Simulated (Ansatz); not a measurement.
**HW₁₂S₂₄ (cell charge +1, with a compensating background) (cell with a defect): density, localisation and related maps**

Input file:

```
crystal:
  lattice:
    - [0.0, -10.9455796992, 0.0]
    - [9.4791500786, 5.4727898496, 0.0]
    - [0.0, 0.0, 16.939467204]
  atoms:
    - { symbol: W, position: [0.6671002164, 0.1664772962, 0.0001474288] }
    - { symbol: W, position: [0.333769234, 0.9998121103, 0.0001538076] }
    - { symbol: W, position: [0.5004352557, 0.3331457969, 0.0001519075] }
    - { symbol: W, position: [0.1671028103, 0.1664755387, 0.0001430259] }
    - { symbol: W, position: [0.8337680361, -0.0001897915, 0.0001404549] }
    - { symbol: W, position: [0.6671017847, 0.6664816576, 0.0001523605] }
    - { symbol: W, position: [0.3337679002, 0.4998091615, 0.0001401457] }
    - { symbol: W, position: [0.0004310149, 0.3331384535, 0.0001399891] }
    - { symbol: W, position: [0.5004364859, 0.8331480015, 0.0001460126] }
    - { symbol: W, position: [0.1671004318, 0.6664763441, 0.0001498808] }
    - { symbol: W, position: [0.8337654508, 0.4998095339, 0.0001573592] }
    - { symbol: W, position: [0.0004350448, 0.8331451119, 0.0001529881] }
    - { symbol: S, position: [0.8337577974, 0.3331500824, 0.9070984792] }
    - { symbol: S, position: [0.5004305815, 0.1664768803, 0.9071019811] }
    - { symbol: S, position: [0.6671051863, 0.4998129825, 0.9071073875] }
    - { symbol: S, position: [0.3340093453, 0.3322551142, 0.9076448148] }
    - { symbol: S, position: [0.0020157631, 0.1684762823, 0.9060686215] }
    - { symbol: S, position: [0.8332121644, 0.8341426723, 0.9074094808] }
    - { symbol: S, position: [0.5004434711, 0.6664841803, 0.9070945498] }
    - { symbol: S, position: [0.1670992947, 0.4998155137, 0.9070907279] }
    - { symbol: S, position: [0.666955941, -0.001327176, 0.9070176141] }
    - { symbol: S, position: [0.3337643729, 0.8331481817, 0.9071020521] }
    - { symbol: S, position: [0.0005622557, 0.6678119931, 0.9083260693] }
    - { symbol: S, position: [0.1708812346, -0.0012414167, 0.9073851199] }
    - { symbol: S, position: [0.8337694243, 0.333134051, 0.0931979473] }
    - { symbol: S, position: [0.5004390461, 0.1664794048, 0.0932016211] }
    - { symbol: S, position: [0.6670977733, 0.499812539, 0.0932081983] }
    - { symbol: S, position: [0.3344054139, 0.3315111455, 0.0942771853] }
    - { symbol: S, position: [-0.0018421535, 0.1659359965, 0.0913722191] }
    - { symbol: S, position: [0.8334160935, 0.8316267377, 0.0948548095] }
    - { symbol: S, position: [0.5004271689, 0.6664765159, 0.0931961385] }
    - { symbol: S, position: [0.1670997805, 0.4997989838, 0.0931897331] }
    - { symbol: S, position: [0.667825198, 0.0016024648, 0.0931056879] }
    - { symbol: S, position: [0.3337725037, 0.83314248, 0.0932005] }
    - { symbol: S, position: [-0.0009834074, 0.6652454147, 0.0923574573] }
    - { symbol: S, position: [0.1689619033, -0.000715517, 0.0934596172] }
    - { symbol: H, position: [-0.00979083, -0.0088765679, 0.5000591113] }
  host:
    lattice:
      - [3.1597166929, 0.0, 0.0]
      - [-1.5798583464, 2.7363949248, 0.0]
      - [0.0, 0.0, 16.939467204]
    atoms:
      - { symbol: W, position: [0.3333333333, 0.6666666667, 0.0] }
      - { symbol: S, position: [0.6666666667, 0.3333333333, 0.9069626206] }
      - { symbol: S, position: [0.6666666667, 0.3333333333, 0.0930373794] }
total_charge: 1
basis:
  ecutwfc: 420
  xc_grid: 2
kpoints:
  mp_grid: { grid: [2, 2, 2], shift: [0.0, 0.0, 0.0] }
hamiltonian:
  xc: pbe
  dispersion: d3bj
scf:
  occupations: { method: gaussian, width: 0.01 }
output:
  forces: true
  stress: false
  eigenvalues: true
  charged_corrections:
    defect_position: [0.0, 0.0, 0.5]
    epsilon: [[5.6102, 0.0, 0.0], [0.0, 5.6102, 0.0], [0.0, 0.0, 1.4325]]
  write_density: true
  write_potential: true
  elf: true
  volumetric_format: npy
relax:
  adjacent_minimum: "off"
  f_tol: 0.025
  max_steps: 45
```

Command:

```sh
ansatz run input.yaml --threads 4 --pin off --max-ram 10240MiB --backend cpu --events-out ev --progress --plain --runs-dir out
```

The fields are those of the run's last geometry, not of the input's.

All numbers below come from DFT PBE+D3(BJ), scalar-relativistic, plane waves, PAW in Ansatz 0.2.0.

Core electrons are frozen (PAW), and the valence fields are smoothed inside the atomic spheres.

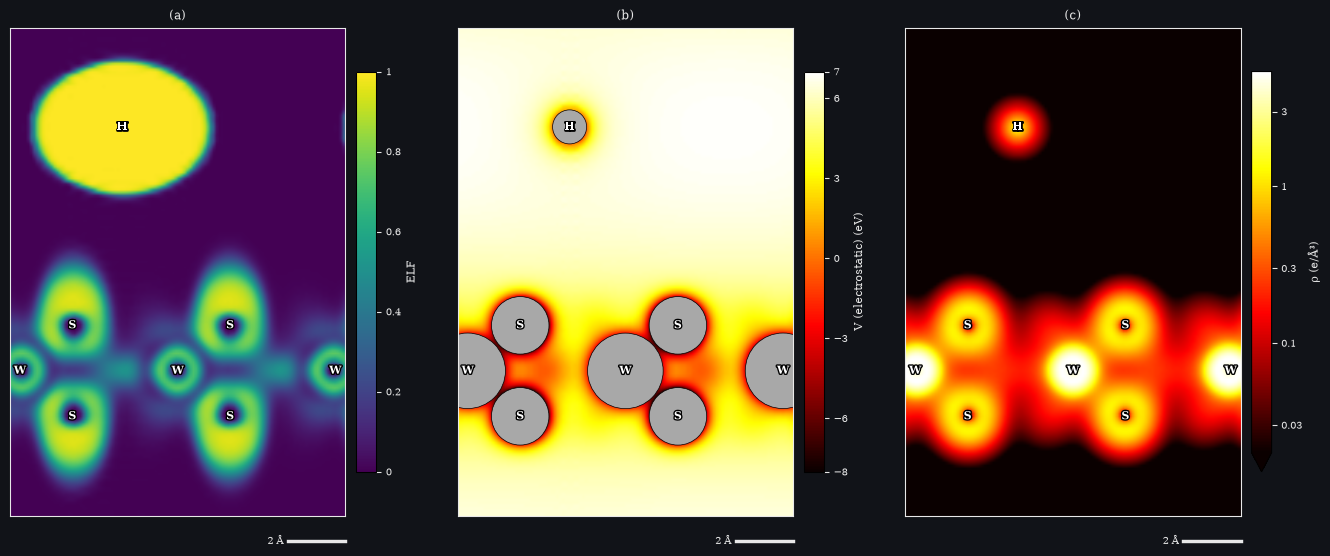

Figure 1. (a) ELF; (b) electrostatic potential (local pseudopotential plus Hartree) felt by an electron; (c) valence electron density on the (11̄0) plane of the calculation cell, a cut from vacuum to vacuum. Grey discs cover the atomic cores in the potential map.

**Read the bonding off the picture.**

Atoms in the plane: W, S and H. W–S (2.41 Å): ρ is about 0.63 e/Å³ halfway; the ELF peaks at about 0.85 in the valence shell of S, 0.8 Å from its nucleus, and is about 0.50 at the midpoint. The density dies away to nearly zero in the vacuum. The features right at W lie inside the PAW spheres, where the map follows smoothed inner orbitals and isn't to be read closely. Outside the cores the potential energy rises away from the atoms and is highest in the vacuum; its zero is arbitrary.

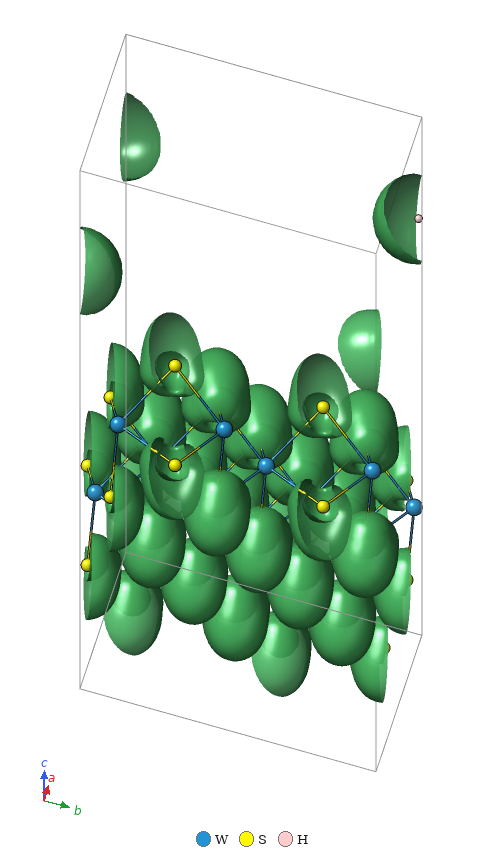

Figure 2. Isosurface of the ELF at 0.75 (green), seen at an oblique angle. Core shells and regions of very low density are left out. Sticks mark near contacts.

**Where are the electrons localised?**

The surface consists of one region around a hydrogen nucleus and 24 regions wrapped around S (the valence shell of each), counted in one cell of 37 atoms. Counts are for one cell; the picture repeats the cell along the surface.

**Metal or insulator at this level of theory?**

It is metallic or semimetallic at this level of theory: no gap opens.
